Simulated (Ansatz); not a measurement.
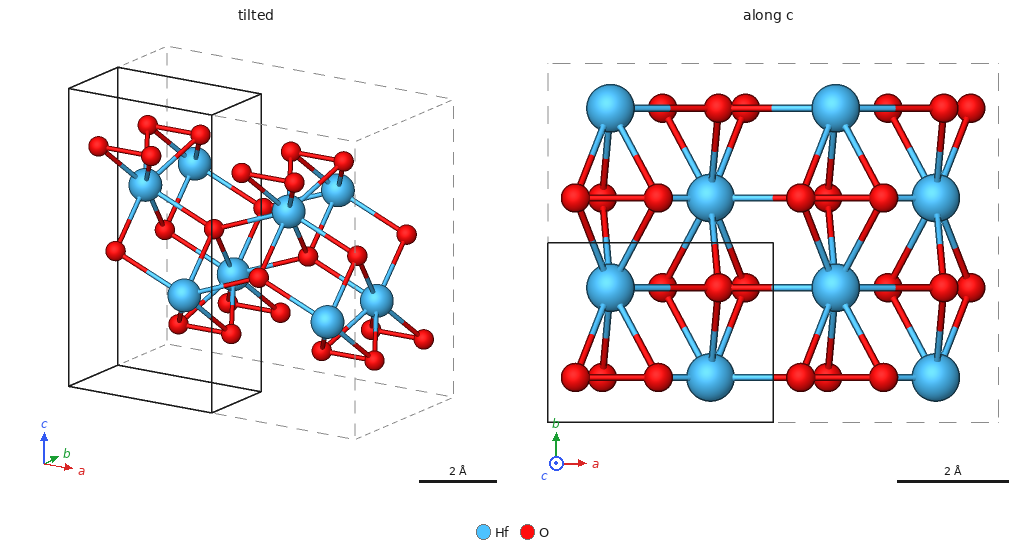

Drawn in the ball-and-stick manner and seen slightly off an axis and along the c axis. The drawing covers 2×2×1 cells, and the solid lines enclose one conventional unit cell.

HfO3, space group P2_1/m (No. 11), a = 4.08 Å, b = 3.24 Å, c = 7.90 Å, α = 90.00°, β = 95.64°, γ = 90.00°.

Computational set-up: DFT PBE, scalar-relativistic, plane waves, PAW in Ansatz 0.2.0, a kinetic-energy cutoff of 420 eV, k-points about 0.26 Å⁻¹ apart, no spin polarisation.

Question: Is it conducting or gapped at this level?

Answer: An insulator at this level, with a gap of 3.39 eV on the k-mesh (the true edges may lie between mesh points, so the gap can be somewhat smaller).

Question: Which way would the volume go on relaxing?

Answer: The computed pressure is 0.0 GPa, close to zero.

Its origin is a structure type filled with these elements by a generator (whether the compound takes this form wasn't checked). Earlier steps of the study, as a rule a relaxation of our own, may have changed the cell and positions, so they can lie some per cent off the listed ones. It went into a calculation with Ansatz.
